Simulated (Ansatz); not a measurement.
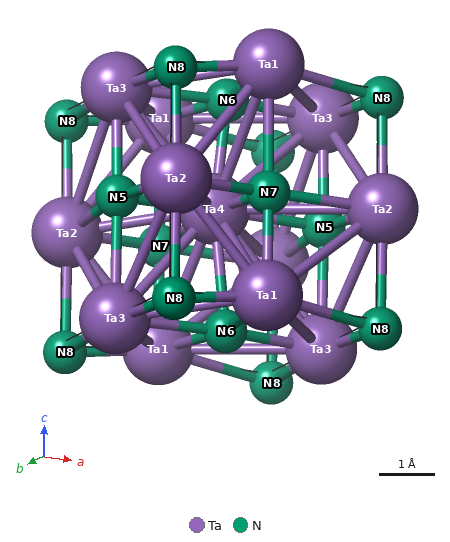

The structure (ball-and-stick view of the cell of the calculation, set on other vectors, seen at an oblique angle; atoms are numbered from 1 in the order of the input). An atom can appear more than once, as a periodic image.

## Single-point calculation of TaN

- system: TaN (P1, 8 atoms in the cell)
- method: DFT PBE, scalar-relativistic, plane waves, PAW, no spin polarisation (Ansatz 0.2.0)

The structure derives from an entry of the Crystallography Open Database. It belongs to a series of runs on one base structure; here: all atoms moved at random (sigma 0.1 A a component), cell strained at random (sigma 0.01). Figures and captions count atoms from 1; the log counts them from 0 in places.

What the program printed
```
Engine: ansatz 0.2.0, x86_64-unknown-linux-gnu
Pseudopotentials: kind: paw
Pseudopotential: Ta, paw, valence charge 13, recommended cutoff 420 eV (normal), Ta.paw.azcp
Pseudopotential: N, paw, valence charge 5, recommended cutoff 420 eV (normal), N.paw.azcp
Functional definition: PBE
  parameter kappa = 0.804
  parameter beta = 0.06672455060314922
  exchange = pbe_x(kappa = kappa, mu = beta*pi^2/3)
  correlation = pbe_c(beta = beta)
Crystal: 8 atoms, lattice volume = 84.125 Å³
Basis set: ecut = 420 eV, 1659 PW (Γ), exchange–correlation on 60×60×60 points (8 copies of the dense FFT grid, shifted against one another)
Bands: 44, of which v1, the nominal top of the filled ones, is band 36 counted from 1 (35 counted from 0)
Symmetry: 1 space group operations
Space group: P1 (ITA 1), of the structure as read, at distance tolerance 4.4e-5 Å
k-points: 868 of 1728 (time reversal used)
Non-local potential: Ta, projectors of the file, l = 0: 3, l = 1: 2, l = 2: 2, l = 3: 1
Non-local potential: N, projectors of the file, l = 0: 2, l = 1: 2, l = 2: 1
PAW form: soft (Blöchl's): semilocal exchange-correlation on the pseudo side does not see the compensation charge
PAW one-centre angular grid: Ta, 590 points (default); XC on 64 Gauss nodes
PAW one-centre angular grid: N, 110 points (default); XC on 64 Gauss nodes
Initial density: superposition of atomic densities (neutral atoms: chi_scale 0, normalization atom), corrected by the library's trained network
Initial wavefunctions: pseudopotential atomic-orbital guess
Functional: x = pbe(κ = 0.804, μ = 0.2195149727645171), c = pbe(β = 0.06672455060314922)
SCF iter   1: F=—  HF=-41270.612158 eV  |F-HF|=—  |Δ(HF+E_count)|=         —  Δρ=6.08e-3  dr2=3.06e-2  ethr=1.77e-3  ⟨swp⟩=5.2  Hψ=148538  notcnv=0
preconditioner: auto → Kerker (q_TF=auto, 2.658 Å⁻¹)  [metal: Δε(μ)=0.002 eV  Ē_g=9.727 eV  σ=0.150 eV  W_gap=0.01  n_scr=26 (ndim 8)  ℏωp=25.6 eV  f_vac=0.000  D(μ)=3.07/eV (n_scr^D=26)]
SCF iter   2: F=—  HF=-41270.609087 eV  |F-HF|=—  |Δ(HF+E_count)|=   3.07e-3  Δρ=3.19e-3  dr2=6.10e-3  ethr=4.25e-5  ⟨swp⟩=1.1  Hψ=45223  notcnv=0
SCF iter   3: F=—  HF=-41270.608972 eV  |F-HF|=—  |Δ(HF+E_count)|=   1.15e-4  Δρ=9.28e-4  dr2=7.37e-4  ethr=8.47e-6  ⟨swp⟩=2.9  Hψ=54813  notcnv=0
SCF iter   4: F=—  HF=-41270.608880 eV  |F-HF|=—  |Δ(HF+E_count)|=   9.23e-5  Δρ=2.28e-4  dr2=4.34e-5  ethr=1.02e-6  ⟨swp⟩=2.0  Hψ=50978  notcnv=0
SCF iter   5: F=—  HF=-41270.608327 eV  |F-HF|=—  |Δ(HF+E_count)|=   5.53e-4  Δρ=8.89e-5  dr2=5.69e-6  ethr=6.03e-8  ⟨swp⟩=2.0  Hψ=54184  notcnv=0
SCF iter   6: F=—  HF=-41270.608327 eV  |F-HF|=—  |Δ(HF+E_count)|=   4.63e-7  Δρ=1.73e-5  dr2=2.57e-7  ethr=7.91e-9  ⟨swp⟩=2.0  Hψ=51863  notcnv=0
SCF iter   7: F=-41270.608327 eV  HF=-41270.608327 eV  |F-HF|=2.21e-8  |Δ(HF+E_count)|=  3.78e-10  Δρ=5.10e-6  dr2=2.87e-8  ethr=1.39e-10  ⟨swp⟩=14.5  Hψ=266809  notcnv=0
SCF 1 converged in 7 iterations: F = -41270.608327 eV  dr2 = 2.87e-8
  greatest PAW one-centre occupation: 0.999 electrons in one spin orbital (limit 2), on the Ta atom at site 0 (counted from 0), in its partial waves of l = 0
SCF converged after 7 iterations
Free energy (F): -41270.608327 eV
Harris-Foulkes:  -41270.608327 eV  (|F-HF|=2.21e-8)
Internal energy: -41270.573701 eV  (E = F + TS)
E sigma→0 (E₀):  -41270.591014 eV
Entropy (-TS):   -0.034625 eV (-4.328 meV/atom)
Fermi energy:    21.630106 eV
--- Per-component energies (eV) ---
  E_band       = -161.404130
  E_kinetic    = 2015.984721
  E_local      = -2394.085922  (includes V_loc(G=0)·N_el)
  E_nonlocal   = 244.169864
  E_hartree    = 820.439023
  E_xc         = -1123.495583
  E_vxc        = -1134.477017  (∫ρ·V_xc dr)
  E_paw        = -34099.818531  (= ΣΔE_a)
  E_vpaw       = -533.875957  (= ΣTr[D̂ρ^β])
  E_aug_tail   = 0.001022  (compensation charges beyond the density's cutoff)
  E_ewald      = -6733.768295
  E_smearing   = -0.034625  (= −TS)
  E_closure    = 0.000000  (closes the sum)
  Σ components = -41270.608327   (vs F -41270.608327, Δ=0.00e0)
--- Forces (eV/Å), atoms counted from 1 ---
  atom   1  Ta     5.07614489    -0.89936764     1.23346924
  atom   2  Ta    -1.82346542    -0.28550510     0.74322960
  atom   3  Ta     0.56515132     1.22793656    -1.52554486
  atom   4  Ta     1.16368416    -1.31664212    -2.60765903
  atom   5  N     -1.29313545    -0.95305584     0.00399718
  atom   6  N     -0.56995263     0.99135892    -0.37429417
  atom   7  N      1.77822471     1.65041365     1.86140178
  atom   8  N     -4.89667277    -0.41517841     0.66536603
  max |Σ_I F_I| component: 4.00e-5 eV/Å
--- Stress (GPa, compression-positive) ---
       31.961843       1.702269       2.423658
        1.702269       9.843002       0.468260
        2.423659       0.468260      17.554933
  P = ⅓ Tr σ = 19.7866 GPa (197.866 kbar)
--- Band table (eV; the first three rows and the last of 868) ---
  k-point 0: bands = ["-47.4668", "-47.4071", "-47.3049", "-47.2529", "-14.5568", "-14.5152", "-14.5025", "-14.1173", "-14.0724", "-14.0465", "-13.9844", "-13.9381", "-13.9129", "-13.7302", "-13.6751", "-13.5786", "3.0269", "4.2627", "4.3380", "4.3681", "14.5793", "14.7438", "15.1280", "15.6838", "16.1214", "16.2492", "16.7901", "16.9336", "17.0323", "17.2199", "17.5361", "17.5847", "17.8697", "18.0560", "18.4187", "20.0301", "20.4506", "20.8604", "22.1839", "22.5333", "23.4058", "24.0974", "24.5036", "24.5294"]
  k-point 1: bands = ["-47.4660", "-47.4071", "-47.3057", "-47.2529", "-14.5496", "-14.5074", "-14.4942", "-14.1258", "-14.0726", "-14.0486", "-13.9887", "-13.9393", "-13.9086", "-13.7353", "-13.6872", "-13.5823", "3.0831", "4.3015", "4.3615", "4.4070", "14.5371", "14.7039", "15.0146", "15.6700", "16.0351", "16.1153", "16.6491", "16.8138", "16.9735", "17.3172", "17.4195", "17.5885", "17.7932", "18.1281", "18.3575", "19.9927", "20.4669", "20.8257", "22.2265", "22.9708", "23.5288", "24.0330", "24.6650", "24.7454"]
  k-point 2: bands = ["-47.4638", "-47.4070", "-47.3079", "-47.2529", "-14.5291", "-14.4852", "-14.4693", "-14.1444", "-14.0863", "-14.0491", "-14.0014", "-13.9398", "-13.8967", "-13.7589", "-13.7135", "-13.5927", "3.2441", "4.4087", "4.4223", "4.5184", "14.3931", "14.5820", "14.7567", "15.5674", "15.8125", "15.8945", "16.1918", "16.5758", "16.7550", "16.9776", "17.2978", "17.5385", "17.8409", "18.3843", "18.5157", "19.8096", "20.6630", "21.0031", "22.3175", "23.3776", "23.8514", "24.3369", "24.7459", "25.0011"]
  k-point 867: bands = ["-47.4358", "-47.4247", "-47.3003", "-47.2701", "-14.7049", "-14.6566", "-14.6497", "-14.6346", "-13.8810", "-13.8592", "-13.8146", "-13.8091", "-13.7536", "-13.7527", "-13.7085", "-13.5944", "5.8608", "5.9551", "5.9775", "6.0444", "11.4760", "11.5885", "11.6614", "11.7158", "14.0172", "14.1099", "14.2091", "14.3412", "14.4965", "14.5137", "14.6247", "14.8279", "22.5523", "23.0004", "23.2140", "23.3745", "23.4665", "23.7013", "23.7634", "23.9865", "24.1646", "24.1944", "24.2517", "24.4258"]
```

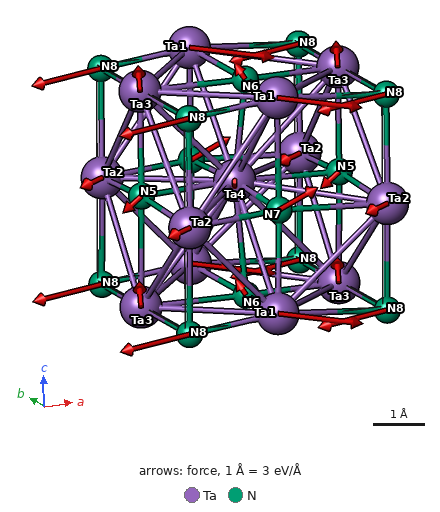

Forces on the atoms as red arrows (ball-and-stick view of the cell of the calculation, set on other vectors, seen slightly off an axis; atoms are numbered from 1 in the order of the input). The largest act on Ta1 (5.30 eV/Å); N8 (4.96 eV/Å); Ta4 (3.14 eV/Å); N7 (3.06 eV/Å), among others. The geometry is not a stationary point of this energy.

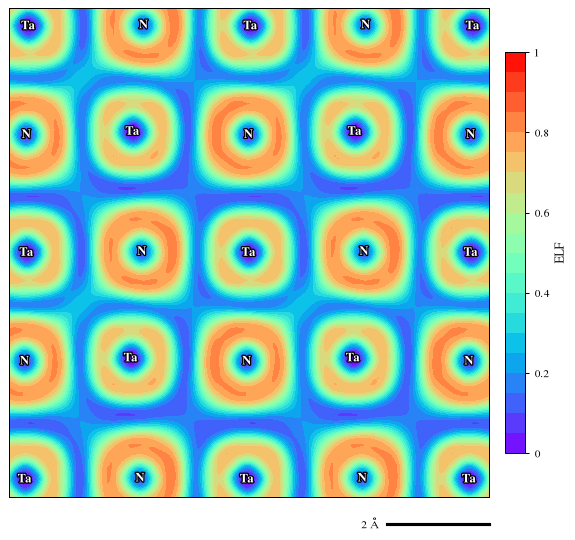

Electron localisation function on the (010) plane of the conventional cell. Ta–N (2.10 Å): the ELF is about 0.20 at the midpoint (no shared pair; the contact is polar). Ta–N (2.13 Å): the ELF is about 0.15 at the midpoint (no shared pair; the contact is polar). Ta–Ta (2.90 Å): the ELF is about 0.30 at the midpoint (no localised pair between them). The strong features right at Ta lie inside the PAW spheres (semicore, d or f shells) and say nothing about bonding. Core electrons are frozen (PAW), so the fields are smoothed inside the atomic spheres.

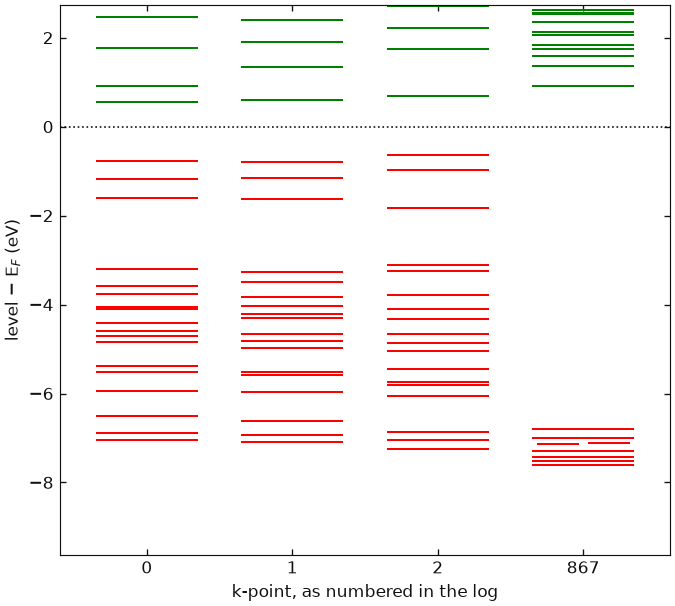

Kohn–Sham levels near the Fermi level (dotted) at the few k-points that the log prints; levels within 0.02 eV of each other stand side by side. The system is metallic on the full mesh.

The run was set up as follows.

The input
```yaml
crystal:
  lattice:
    - [4.3418997078, 0.0166818078, -0.0521917837]
    - [-0.0166818078, -4.4282090845, 0.025111404]
    - [0.0521917837, 0.025111404, -4.3762502632]
  atoms:
    - { symbol: Ta, position: [0.4626413923, -0.0303557621, -0.0148624051] }
    - { symbol: Ta, position: [0.0187242852, 0.5223469524, -0.0154151814] }
    - { symbol: Ta, position: [0.0011203142, 0.0084609918, 0.5067047151] }
    - { symbol: Ta, position: [0.4742389476, 0.4740855112, 0.499040501] }
    - { symbol: "N", position: [-0.0052959832, 0.4875463167, 0.4807881307] }
    - { symbol: "N", position: [0.5185996393, 0.0037091989, 0.4734645782] }
    - { symbol: "N", position: [0.4949640378, 0.5058698342, 0.0405570698] }
    - { symbol: "N", position: [0.0350073669, 0.0283369569, 0.0297225918] }
basis:
  ecutwfc: 420
kpoints:
  mp_grid: { grid: [12, 12, 12] }
hamiltonian:
  xc: pbe
scf:
  occupations: { method: gaussian, width: 0.15 }
output:
  forces: true
  stress: true
  eigenvalues: true
  write_density: true
  write_potential: true
  elf: true
  volumetric_format: npy
```

Launched with:
```bash
ansatz run input.yaml --threads 1 --pin off --max-ram 2560MiB --backend cpu --events-out ev --progress --plain --runs-dir out
```

Summary

- outcome: converged
- space group (tolerance 0.01 Å): P1 (1)
- electrons treated: 72
- free energy: −41270.6083 eV
- Fermi energy: 21.630 eV
- gap on the k-point mesh: none (metallic)
- pressure: 19.79 GPa
- largest force (length of the vector): 5.301 eV/Å
- hardware: 1 thread of Intel Xeon (Granite Rapids), 32 GiB of memory available, shared host
- wall time: 2.7 min
- peak memory: 2.2 GiB

Spin–orbit coupling is left out, which matters for Ta.
